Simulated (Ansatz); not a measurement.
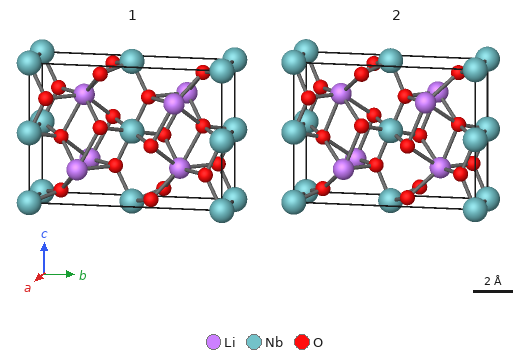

Two geometries of solid LiNbO₃ (built on the NaFeF3-63 type type), drawn at one scale. One is the start of a relaxation, the other its converged end. Style: ball-and-stick. Shown: the conventional cell (2 times the calculation's cell), slightly off an axis. Lengths and directions refer to the drawn axes.

Theory: DFT, PBEsol, plane waves, PAW (Ansatz). (plane-wave cutoff 420 eV; k-point mesh 8 × 8 × 4; occupations fermi dirac; smearing width 0.03 eV; no spin polarisation; cell and atoms relaxed; force threshold 0.01 eV/Å; at most 120 steps)

**Which one is relaxed?**

Structure 2 is the relaxed one. The energy falls by 160 meV per atom in 7 accepted moves (10 points after the start). The largest force component goes from 2.5 to 0.0042 eV/Å. The pressure goes from −21.10 to 0.00 GPa. The line search rejected the trial step at point 5 of the run. The SCF was repeated twice at an unchanged geometry on a basis and grid sized afresh for the cell, which shifted the energy by 2.5 meV per atom at most. The largest moves relative to the cell, 0.24 Å, are those of Li atoms. Largest moves by element: Li 0.24 Å, O 0.07 Å. Nb stays in place. The volume changes by −10.1 %, with a 3.126 → 2.982 Å (−4.6 %), b 10.196 → 9.600 Å (−5.8 %), c 7.354 → 7.363 Å (+0.1 %). Near-neighbour distances that change, for instance: Li–O 2.303 → 2.045 Å, Nb–Nb 3.126 → 2.982 Å, Nb–O 2.104 → 1.980 Å, Li–O 2.575 → 2.512 Å. Among the angles between lasting bonds that change: O–Li–O 85.5° → 93.6°, Li–O–Li 85.5° → 93.6°, Nb–O–Nb 129.1° → 134.5°. The space group stays Cmcm (No. 63).
